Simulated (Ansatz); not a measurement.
Wannier-function calculation of PtSe$_{2}$

System: PtSe$_{2}$ (3 atoms in the cell).
Method: maximally localised Wannier functions of PBE bands, plane waves, PAW, no spin polarisation (Ansatz 0.2.0).

The structure was built on a prototype by a generator. The geometry comes from this level: r2scan-rvv10. It belongs to a series of runs on one base structure; here: anion s p. Figures and captions count atoms from 1; the log counts them from 0 in places.

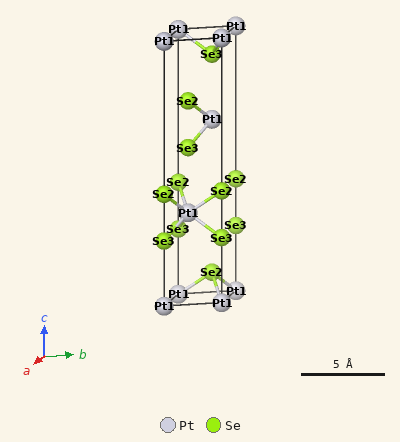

Figure 1. The input geometry (ball-and-stick view of the cell 3 times as large as that of the calculation, set on its symmetry axes, seen slightly off an axis; atoms are numbered from 1 in the order of the input). An atom can appear more than once, as a periodic image. Near neighbours in the periodic cell (some may lie outside the picture): Pt has 6 Se at 2.54 to 2.57 Å; Se has 3 Pt at 2.54 to 2.57 Å.

Input file
```yaml
crystal:
  lattice:
    - [1.8204971913, 1.0510645434, 5.4845021447]
    - [-1.8204971913, 1.0510645434, 5.4845021447]
    - [0.0, -2.1021290869, 5.4845021447]
  atoms:
    - { symbol: Pt, position: [-0.0007636735, -0.0007636735, -0.0007636735] }
    - { symbol: Se, position: [0.4219829424, 0.4219829424, 0.4219829424] }
    - { symbol: Se, position: [0.2454473977, 0.2454473977, 0.2454473977] }
kpoints:
  mp_grid: { grid: [6, 6, 6] }
  band_path:
    path:
      - [[0.0, 0.0, 0.0], [-0.5, -0.5, -0.5], [-0.5, -0.1911512710608, -0.8088487289392]]
      - [[-0.1911512710608, 0.1911512710608, -0.5], [-3.129231022721e-17, -3.129231022721e-17, -0.5], [0.0, 0.0, 0.0], [-5.322901893292e-17, 0.3455756355304, -0.3455756355304]]
      - [[-0.3455756355304, -6.258462045442e-17, -0.6544243644696], [-0.5, -6.258462045442e-17, -0.5], [0.0, 0.0, 0.0]]
    npoints: 10
hamiltonian:
  xc: pbe
scf:
  occupations: { method: fermi_dirac, width: 0.02 }
  n_extra_bands: 6
output:
  forces: false
  stress: false
  eigenvalues: true
  wannier:
    kmesh: [8, 8, 8]
    projections: [{ species: Se, l: s, shell: 4 }, { species: Se, l: p, shell: 4 }]
    minimise: true
    write_hr: true
    conv_tol: 1.0e-08
    max_iter: 3000
  write_density: true
  write_potential: true
  elf: true
  volumetric_format: npy
```

File wannier.win
```
! ansatz wannier90 interface
! projections by site (counted from 0) and shell: 1 4S, 2 4S, 1 4P, 2 4P
! states of the run's bands (counted from 1): 15-16, combinations of 17-27
! their least projectability: 0.7407
num_bands = 8
num_wann  = 8
num_iter  = 2000
conv_tol = 1e-8
conv_window = 5
guiding_centres = true
write_hr = true

begin unit_cell_cart
Ang
       1.8204971912803596       1.0510645434280061        5.484502144703194
      -1.8204971912803596       1.0510645434280061        5.484502144703194
                      0.0      -2.1021290869060127        5.484502144693613
end unit_cell_cart

begin atoms_frac
Pt             -0.0007636735            -0.0007636735            -0.0007636735
Se              0.4219829424             0.4219829424             0.4219829424
Se              0.2454473977             0.2454473977             0.2454473977
end atoms_frac

mp_grid = 8 8 8
```

Launch command:
```bash
ansatz run input.yaml --threads 4 --pin off --max-ram 3686MiB --backend cpu --events-out ev --progress --plain --runs-dir out
```

The program's output
```
basis.fft_grid_basis auto: the FFT boxes are laid along the combinations [[1, -1, 0], [0, 1, 0], [0, -1, 1]] of the cell's own vectors, 3.641, 5.874 and 3.641 Å long. The dense box has 25×40×25 points. Along the cell's own vectors, as sized, it would have 40×40×40, 2.56 times as many. Of the 6 symmetry operations that the crystal satisfies within crystal.symmetry.tolerance (time reversal apart; of a slab, those that keep its plane) the dense box along the cell's own vectors carries 6, and the one as laid loses 4 of those. basis.fft_grid_basis: typed keeps the cell's own vectors: state it where this run's energies or levels are differenced outside the engine with another run's, or held beside a run that keeps those vectors. Those combinations have planes normal to reciprocal vector 3, as the cell's own vectors have. Each planar average written beside output.write_density, output.write_potential has a row for each plane of the box: 25. The volumetric files lie along those combinations, not along the cell's own vectors: a cube or XSF file states them, and fields.json those of NumPy files.
scf.n_extra_bands = 6 over 25 filled bands (N_el = 50.0): the run solves 31 bands
Engine: ansatz 0.2.0, aarch64-unknown-linux-gnu
Pseudopotentials: kind: paw
Pseudopotential: Pt, paw, valence charge 18, recommended cutoff 420 eV (normal), Pt.paw.azcp
Pseudopotential: Se, paw, valence charge 16, recommended cutoff 420 eV (normal), Se.paw.azcp
Functional definition: PBE
  parameter kappa = 0.804
  parameter beta = 0.06672455060314922
  exchange = pbe_x(kappa = kappa, mu = beta*pi^2/3)
  correlation = pbe_c(beta = beta)
Crystal: 3 atoms, lattice volume = 62.966 Å³
Basis set: ecut = 420 eV, 1213 PW (Γ), FFT grids on a1−a2, a2, −a2+a3
Bands: 31, of which v1, the nominal top of the filled ones, is band 25 counted from 1 (24 counted from 0)
Symmetry: 6 space group operations
Space group: R3m (ITA 160), of the structure as read, at distance tolerance 4.0e-5 Å
k-points: 32 of 216 (time reversal used)
Non-local potential: Pt, projectors of the file, l = 0: 3, l = 1: 2, l = 2: 2, l = 3: 1
Non-local potential: Se, projectors of the file, l = 0: 2, l = 1: 2, l = 2: 3, l = 3: 1
PAW form: soft (Blöchl's): semilocal exchange-correlation on the pseudo side does not see the compensation charge
PAW one-centre angular grid: Pt, 590 points (default); XC on 64 Gauss nodes
PAW one-centre angular grid: Se, 590 points (default); XC on 64 Gauss nodes
Initial density: superposition of atomic densities (neutral atoms: chi_scale 0, normalization atom), corrected by the library's trained network
Initial wavefunctions: pseudopotential atomic-orbital guess
Functional: x = pbe(κ = 0.804, μ = 0.2195149727645171), c = pbe(β = 0.06672455060314922)
SCF iter   1: F=—  HF=-23461.132000 eV  |F-HF|=—  |Δ(HF+E_count)|=         —  Δρ=5.27e-3  dr2=1.16e-2  ethr=1.77e-3  ⟨swp⟩=6.1  Hψ=4006  notcnv=0
preconditioner: auto → LDOS  [insulator: Δε(μ)=0.086 eV  Ē_g=10.285 eV  σ=0.020 eV  W_gap=0.58  n_scr=22 (ndim 8)  ℏωp=21.9 eV  f_vac=0.030  D(μ)=1.92/eV (n_scr^D=16)  ε∞_Penn≈5.6  β→1.0]
SCF iter   2: F=—  HF=-23461.132991 eV  |F-HF|=—  |Δ(HF+E_count)|=   9.91e-4  Δρ=1.88e-3  dr2=1.36e-3  ethr=2.32e-5  ⟨swp⟩=2.6  Hψ=2160  notcnv=0  defer=37
SCF iter   3: F=—  HF=-23461.132664 eV  |F-HF|=—  |Δ(HF+E_count)|=   3.27e-4  Δρ=4.08e-4  dr2=9.84e-5  ethr=2.72e-6  ⟨swp⟩=2.0  Hψ=1874  notcnv=0  defer=37
SCF iter   4: F=—  HF=-23461.132660 eV  |F-HF|=—  |Δ(HF+E_count)|=   3.33e-6  Δρ=8.74e-5  dr2=5.06e-6  ethr=1.97e-7  ⟨swp⟩=2.0  Hψ=1696  notcnv=0  defer=37
SCF iter   5: F=—  HF=-23461.132662 eV  |F-HF|=—  |Δ(HF+E_count)|=   1.26e-6  Δρ=2.48e-5  dr2=7.79e-7  ethr=1.01e-8  ⟨swp⟩=2.0  Hψ=1460  notcnv=0  defer=37
SCF iter   6: F=-23461.132662 eV  HF=-23461.132662 eV  |F-HF|=1.05e-8  |Δ(HF+E_count)|=   1.31e-7  Δρ=9.22e-6  dr2=5.30e-8  ethr=2.00e-10  ⟨swp⟩=5.1  Hψ=3385  notcnv=0
SCF 1 converged in 6 iterations: F = -23461.132662 eV  dr2 = 5.30e-8
  greatest PAW one-centre occupation: 1.000 electrons in one spin orbital (limit 2), on the Pt atom at site 0 (counted from 0), in its partial waves of l = 0
```

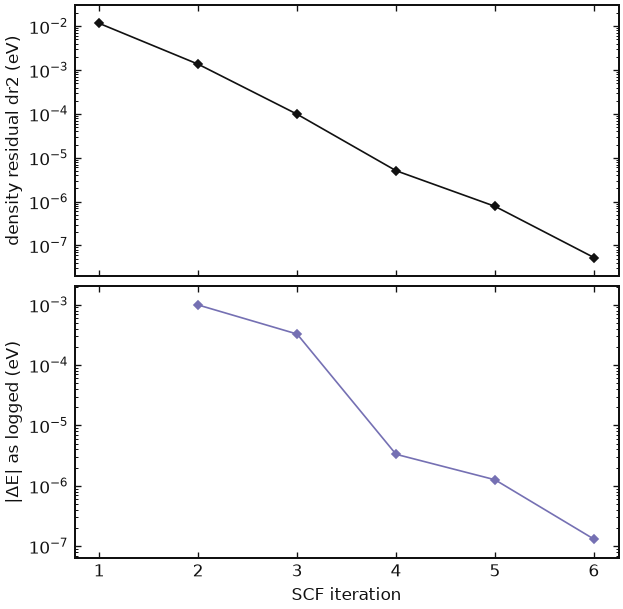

Figure 2. Convergence of the self-consistent field: density residual dr2 and size of the energy change against the SCF iteration. The residual falls at every step.

```
NSCF: frozen V_eff on 73 k-points
NSCF: frozen V_eff on 67 k-points
the Wannier pass solved 67 of the 512 points of its mesh, and has the states at the others by symmetry: states obtained by the crystal's operations at points that were solved too leave a residual of 6.64e-13 eV (read by the count's bands and the next), within 5.56e-6 eV
NSCF: frozen V_eff on 67 k-points
the Wannier pass solved 67 of the 512 points of its mesh, and has the states at the others by symmetry: states obtained by the crystal's operations at points that were solved too leave a residual of 2.96e-13 eV (read by the count's bands and the next), within 5.56e-6 eV
SCF converged after 6 iterations
Free energy (F): -23461.132662 eV
Harris-Foulkes:  -23461.132662 eV  (|F-HF|=1.05e-8)
Internal energy: -23461.130163 eV  (E = F + TS)
E sigma→0 (E₀):  -23461.131412 eV
Entropy (-TS):   -0.002499 eV (-0.833 meV/atom)
Fermi energy:    12.673850 eV
--- Per-component energies (eV) ---
  E_band       = -984.115816
  E_kinetic    = 873.263438
  E_local      = -6880.772295  (includes V_loc(G=0)·N_el)
  E_nonlocal   = -987.890252
  E_hartree    = 3182.324247
  E_xc         = -469.356362
  E_vxc        = -498.129341  (∫ρ·V_xc dr)
  E_paw        = -13279.072283  (= ΣΔE_a)
  E_vpaw       = 144.762271  (= ΣTr[D̂ρ^β])
  E_aug_tail   = -0.000997  (compensation charges beyond the density's cutoff)
  E_ewald      = -5899.625657
  E_smearing   = -0.002499  (= −TS)
  E_closure    = 0.000000  (closes the sum)
  Σ components = -23461.132662   (vs F -23461.132662, Δ=0.00e0)
--- Band table (eV; the first three rows and the last of 32) ---
  k-point 0: bands = ["-86.2779", "-40.7245", "-40.4219", "-40.4219", "-36.1464", "-36.1418", "-36.1418", "-36.1263", "-36.1263", "-36.0588", "-36.0529", "-36.0529", "-36.0317", "-36.0317", "-2.9486", "-0.4436", "5.2124", "7.5754", "7.5754", "8.2351", "8.2351", "9.8596", "12.7600", "12.7600", "13.2854", "13.5341", "13.5341", "15.0762", "18.5101", "20.5881", "20.5881"]
  k-point 1: bands = ["-86.2779", "-40.7242", "-40.4253", "-40.4229", "-36.1463", "-36.1419", "-36.1418", "-36.1263", "-36.1261", "-36.0587", "-36.0529", "-36.0529", "-36.0317", "-36.0315", "-2.6838", "-0.4177", "5.5475", "7.1882", "7.8229", "8.0013", "8.1501", "9.6613", "11.3031", "12.2868", "12.8253", "13.1266", "14.0374", "16.5083", "19.0671", "19.9113", "21.2300"]
  k-point 2: bands = ["-86.2777", "-40.7237", "-40.4322", "-40.4248", "-36.1460", "-36.1421", "-36.1417", "-36.1263", "-36.1257", "-36.0585", "-36.0530", "-36.0528", "-36.0317", "-36.0310", "-2.0623", "-0.3665", "5.8655", "6.6846", "7.5348", "7.9008", "8.5548", "9.2106", "10.3812", "11.1516", "11.8901", "13.2184", "14.1570", "16.4711", "18.1707", "19.1837", "22.4004"]
  k-point 31: bands = ["-86.2779", "-40.7245", "-40.4219", "-40.4219", "-36.1464", "-36.1419", "-36.1419", "-36.1263", "-36.1263", "-36.0588", "-36.0529", "-36.0529", "-36.0317", "-36.0317", "-2.3724", "-1.5137", "7.0521", "7.5214", "7.5214", "8.2919", "8.2919", "9.8355", "10.5252", "13.0176", "13.0176", "13.3034", "13.3034", "15.9164", "18.7800", "20.1000", "20.1000"]
Wannier search: line search 1 of at most 3000: gauge-dependent spread (as the search counts it) 4.5058387 Å², largest recent change 5.2e-1 Å² and fall left 1.3e-3 Å² against conv_tol 1.0e-8 Å², 0 stops escaped
```

File rho_z.tsv
```
# z_ang	rho[e/angstrom^3]
# format = ansatz-planar-average/11
# lattice	1.820497191	1.051064543	5.484502145
# lattice	-1.820497191	1.051064543	5.484502145
# lattice	0.000000000	-2.102129087	5.484502145
# sites	3
# site	78	0.000000000	0.000000000	-0.012565107
# site	34	0.000000000	-0.000000000	6.943099058
# site	34	0.000000000	-0.000000000	4.038470337
0.000000	9.094675e-1
0.234942	9.362678e-1
0.469885	9.501351e-1
0.704827	9.935392e-1
0.939770	1.101031e0
1.174712	1.247048e0
1.409654	1.335941e0
1.644597	1.308876e0
1.879539	1.236868e0
2.114482	1.220049e0
2.349424	1.227368e0
2.584367	1.134699e0
2.819309	9.061037e-1
3.054251	6.366867e-1
3.289194	4.258746e-1
3.524136	2.991963e-1
3.759079	2.367424e-1
3.994021	2.151205e-1
4.228963	2.247804e-1
4.463906	2.697512e-1
4.698848	3.559928e-1
4.933791	4.769668e-1
5.168733	6.136308e-1
5.403675	7.435686e-1
5.638618	8.461996e-1
```

File v_z.tsv
```
# z_ang	v_es[eV]	v_tot[eV]
# format = ansatz-planar-average/11
# xc	pbe
# density_cutoff_ev	1680
# datasets	Pt=:simpson_from_first_knot:soft	Se=:simpson_from_first_knot:soft
# lattice	1.820497191	1.051064543	5.484502145
# lattice	-1.820497191	1.051064543	5.484502145
# lattice	0.000000000	-2.102129087	5.484502145
# sites	3
# site	78	0.000000000	0.000000000	-0.012565107
# site	34	0.000000000	-0.000000000	6.943099058
# site	34	0.000000000	-0.000000000	4.038470337
0.000000	4.215647e0	-7.252167e0
0.234942	3.588957e0	-8.258898e0
0.469885	3.479185e0	-8.671013e0
0.704827	3.706158e0	-8.668613e0
0.939770	4.105641e0	-8.396282e0
1.174712	4.708168e0	-7.810177e0
1.409654	5.500998e0	-6.943088e0
1.644597	6.299918e0	-6.005000e0
1.879539	6.923502e0	-5.176544e0
2.114482	7.398487e0	-4.421200e0
2.349424	7.872982e0	-3.590775e0
2.584367	8.462638e0	-2.582148e0
2.819309	9.241291e0	-1.331568e0
3.054251	1.014810e1	8.500845e-2
3.289194	1.097642e1	1.407879e0
3.524136	1.160612e1	2.459646e0
3.759079	1.213286e1	3.306819e0
3.994021	1.255681e1	3.920362e0
4.228963	1.258734e1	3.978037e0
4.463906	1.196608e1	3.210407e0
4.698848	1.080566e1	1.747739e0
4.933791	9.403342e0	-7.475995e-2
5.168733	7.967028e0	-2.003930e0
5.403675	6.592733e0	-3.901269e0
5.638618	5.293865e0	-5.713731e0
```

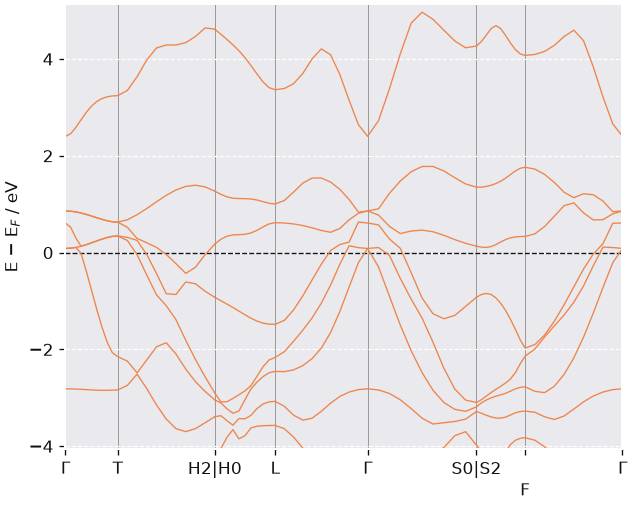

Figure 3. Band structure along Γ–T–H2|H0–L–Γ–S0|S2–F–Γ, with energies from the Fermi level. Bands cross the Fermi level: a metal at this level of theory.

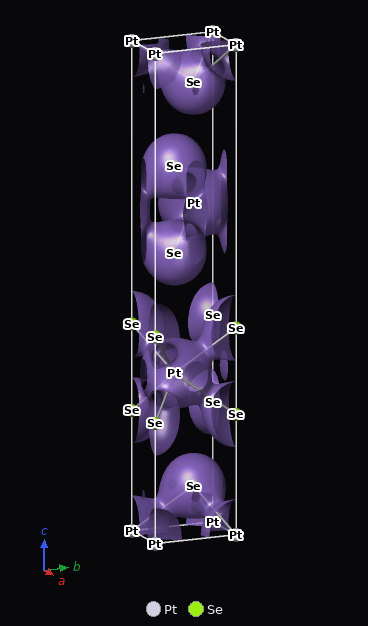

Figure 4. Isosurface of the valence electron density at 0.4 e/Å³ (purple), seen slightly off an axis. Sticks mark near contacts. The outline is the cell set on symmetry axes. At this value the density is joined into sheets; it holds about 85 % of the electrons treated as valence (semicore included). On the grid the lowest density along these lines, outside the cores, is 0.53 e/Å³ (Pt–Se, 2.54 Å). Core electrons are frozen (PAW), so the fields are smoothed inside the atomic spheres.

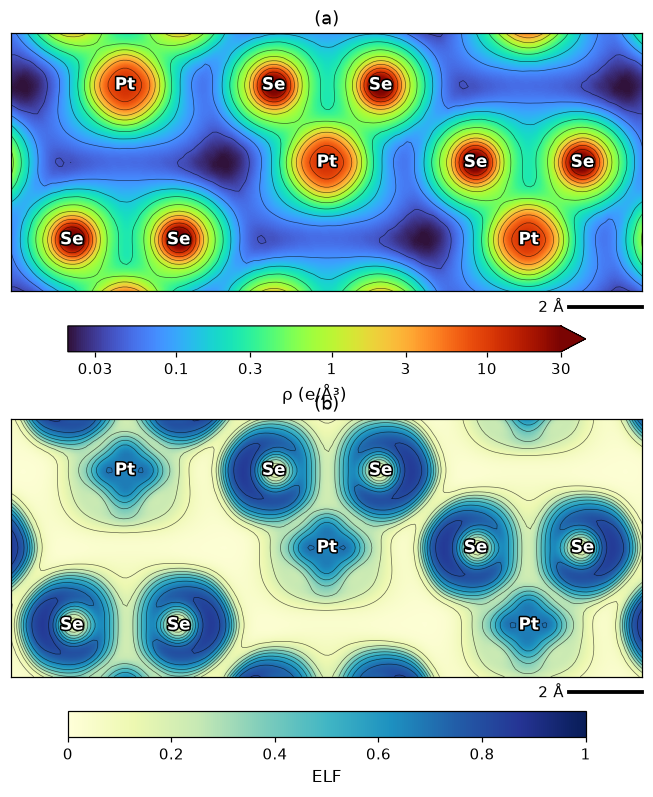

Figure 5. (a) valence electron density; (b) electron localisation function on the (110) plane of the conventional cell. The section cuts through Pt and Se sites. Pt–Se (2.54 Å): the density is about 0.53 e/Å³ at the midpoint; the ELF is about 0.40 at the midpoint. Away from the nuclei the density in this plane falls to 0.02 e/Å³ at its lowest. The strong features right at Pt lie inside the PAW spheres (semicore, d or f shells) and say nothing about bonding.

Key numbers

```tsv
quantity	value
outcome	converged
space group (tolerance 0.01 Å)	R3m (160)
electrons treated	50
free energy	−23461.1327 eV
total spread of the Wannier functions	22.163 Å²
Fermi energy	12.674 eV
band gap	none (metallic)
hardware	4 threads of Arm Neoverse V2, 24 GiB of memory available, shared host
wall time	10 s (CPU time 38 s)
peak memory	0.74 GiB
```

Spin–orbit coupling is left out, which matters for Pt.
